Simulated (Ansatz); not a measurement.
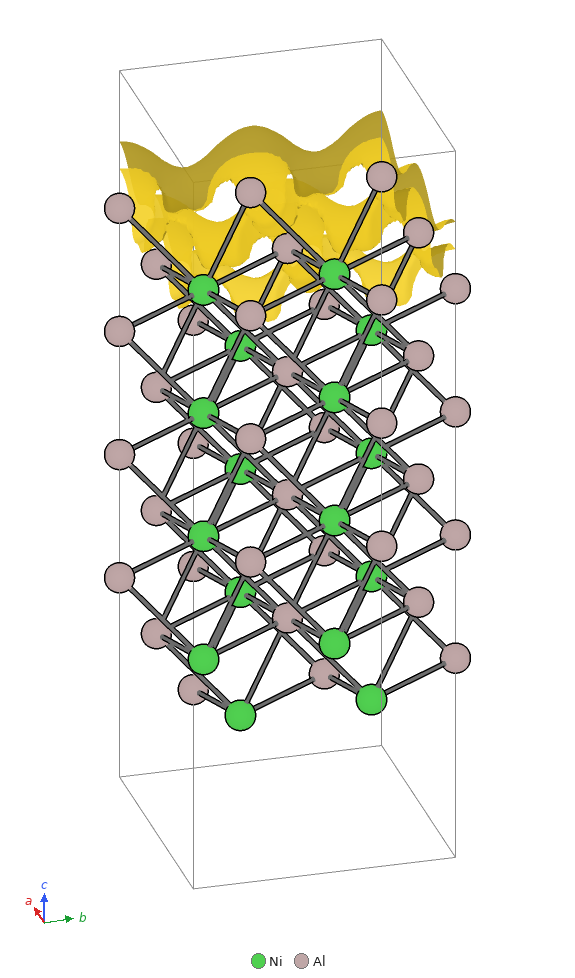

AlNi (slab). Isosurface of the electron localisation function at 0.65 (yellow), seen at an oblique angle. Core shells and regions of very low density are left out. Sticks mark near contacts.

Not relaxed (largest force 1.0 eV/Å); computed without spin polarisation.

Level of theory: DFT PBEsol, scalar-relativistic, plane waves, PAW in Ansatz 0.2.0.

In a PAW calculation such maps are meaningful between the atoms, not at the nuclei.

Where are the electrons localised?

The surface consists of sheets that run through the cell in two directions, counted in one cell of 8 atoms. Counts are for one cell; the picture repeats the cell along the surface. Along the contacts the grid gives the following. Al–Ni (2.48 Å): the ELF is about 0.40 at the midpoint.
